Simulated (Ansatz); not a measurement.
HC24 (slab)

The calculation's input:

```
crystal:
  lattice:
    - [4.9299480836, 0.0, 0.0]
    - [-2.4649740418, 4.2694602798, 0.0]
    - [0.0, 0.0, 25.7441730399]
  atoms:
    - { symbol: C, position: [0.0, 0.0, 0.3301718018] }
    - { symbol: C, position: [0.0, 0.5, 0.3301718018] }
    - { symbol: C, position: [0.5, 0.0, 0.3301718018] }
    - { symbol: C, position: [0.5, 0.5, 0.3301718018] }
    - { symbol: C, position: [0.1666666667, 0.3333333333, 0.3301718018] }
    - { symbol: C, position: [0.1666666667, 0.8333333333, 0.3301718018] }
    - { symbol: C, position: [0.6666666667, 0.3333333333, 0.3301718018] }
    - { symbol: C, position: [0.6666666667, 0.8333333333, 0.3301718018] }
    - { symbol: C, position: [0.0, 0.0, 0.4611562586] }
    - { symbol: C, position: [0.0, 0.5, 0.4611562586] }
    - { symbol: C, position: [0.5, 0.0, 0.4611562586] }
    - { symbol: C, position: [0.5, 0.5, 0.4611562586] }
    - { symbol: C, position: [0.3333333333, 0.1666666667, 0.4611562586] }
    - { symbol: C, position: [0.3333333333, 0.6666666667, 0.4611562586] }
    - { symbol: C, position: [0.8333333333, 0.1666666667, 0.4611562586] }
    - { symbol: C, position: [0.8333333333, 0.6666666667, 0.4611562586] }
    - { symbol: C, position: [0.0, 0.0, 0.5921407154] }
    - { symbol: C, position: [0.0, 0.5, 0.5921407154] }
    - { symbol: C, position: [0.5, 0.0, 0.5921407154] }
    - { symbol: C, position: [0.5, 0.5, 0.5921407154] }
    - { symbol: C, position: [0.1666666667, 0.3333333333, 0.5921407154] }
    - { symbol: C, position: [0.1666666667, 0.8333333333, 0.5921407154] }
    - { symbol: C, position: [0.6666666667, 0.3333333333, 0.5921407154] }
    - { symbol: C, position: [0.6666666667, 0.8333333333, 0.5921407154] }
    - { symbol: H, position: [0.6666666667, 0.8333333333, 0.6340919561] }
basis:
  ecutwfc: 420
kpoints:
  mp_grid: { grid: [6, 6, 1] }
hamiltonian:
  xc: pbe
  dispersion: d3bj
scf:
  occupations: { method: gaussian, width: 0.1 }
output:
  forces: true
  eigenvalues: true
  write_density: true
  write_potential: true
  elf: true
  volumetric_format: npy
relax:
  adjacent_minimum: "off"
  f_tol: 0.03
  max_steps: 70
  constraints: [{ sites: [0, 1, 2, 3, 4, 5, 6, 7] }]
efield:
  axis: 3
  dipole_correction: true
```

Command:

```sh
ansatz run input.yaml --threads 2 --pin off --max-ram 5120MiB --backend cpu --events-out ev --progress --plain --runs-dir out
```

The fields are those of the relaxed geometry.

Computed without spin polarisation.

Method: DFT PBE+D3(BJ), scalar-relativistic, plane waves, PAW (Ansatz).

Predict the valence pseudo-density and electron localisation function between the atoms.

C–H (1.13 Å): ρ is about 1.8 e/Å³ halfway; the ELF climbs to about 1 towards the hydrogen, as it does in any bond to H; a covalent bond by its length.
C–C (1.42 Å): ρ is about 2 e/Å³ halfway; the ELF peaks at about 0.95 between the atoms.
C–C (1.48 Å): ρ is about 1.8 e/Å³ halfway; the ELF peaks at about 0.95 between the atoms.

Does the calculation make it a metal, or give it a gap?

It is gapless in this calculation (a metal or semimetal).

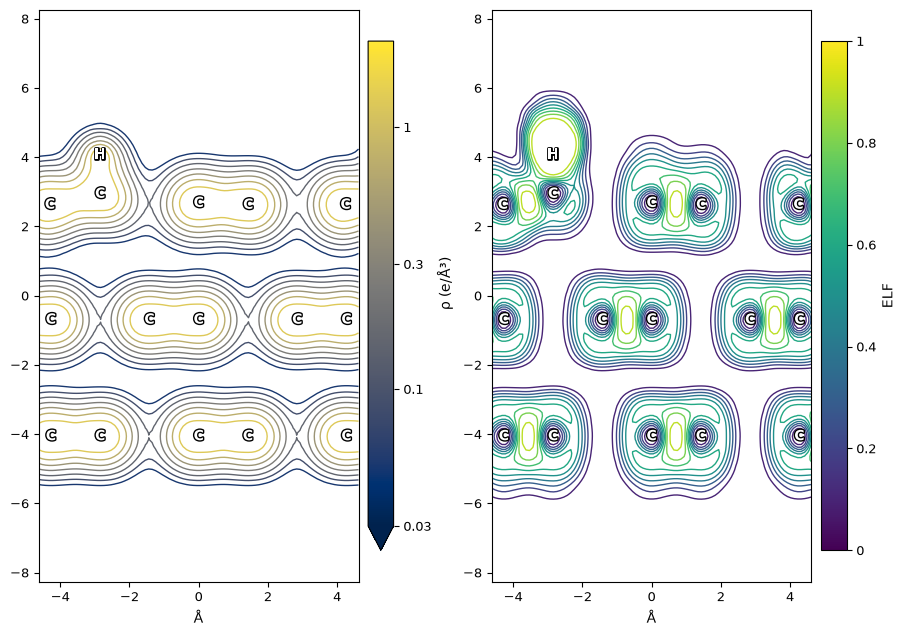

Computed valence pseudo-density and electron localisation function on the (110) plane of the calculation cell, a cut from vacuum to vacuum, in this order. 

The density is the valence pseudo-density of a PAW calculation; it isn't the true density close to the nuclei.
